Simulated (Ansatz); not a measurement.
Geometry optimisation.

Program: Ansatz.

```
crystal:
  lattice:
    - [3.5632049177, 0.0, 0.0]
    - [-1.7816024588, 3.0858259776, 0.0]
    - [0.0, 0.0, 11.4646354512]
  atoms:
    - { symbol: Dy, position: [0.0, 0.0, 0.0], spin: 5.0 }
    - { symbol: Dy, position: [0.0, 0.0, 0.5], spin: 5.0 }
    - { symbol: Dy, position: [0.3333333333, 0.6666666667, 0.25], spin: 5.0 }
    - { symbol: Dy, position: [0.6666666667, 0.3333333333, 0.75], spin: 5.0 }
basis:
  ecutwfc: 600
  ecutrho_ratio: 5
kpoints:
  mp_grid: { grid: [14, 14, 4] }
hamiltonian:
  xc: pbe
scf:
  occupations: { method: gaussian, width: 0.05 }
output:
  forces: true
  stress: true
  eigenvalues: true
  populations: true
magnetization:
  spin_polarized: true
relax:
  f_tol: 0.01
  max_steps: 60
  cell: { stress_tol: 0.04 }
```

Question: How does the optimisation go?

Answer: The optimisation met its thresholds at geometry 4, counting the start as the first. The energy fell by about 11 meV/atom from the first step to the last. All forces vanish by symmetry, so only the cell moves. The volume grows from 31.5 to 33.6 Å³ per atom (+7 %), as the pressure goes from 1.7 GPa to about 0 GPa.

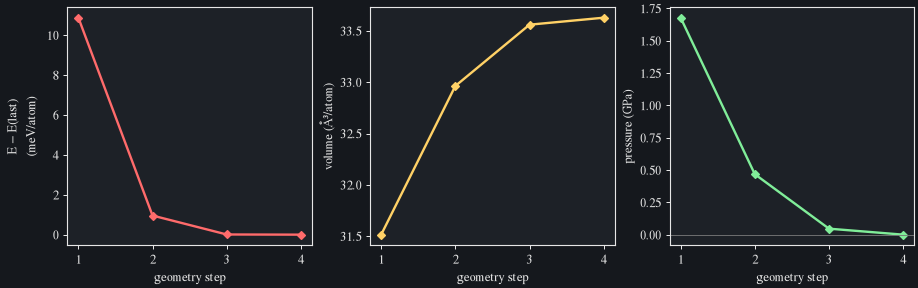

History of the run, step by step. Atoms and cell relax. A closing SCF on a freshly chosen basis isn't drawn.

The electronic state followed here needn't be the lowest one.
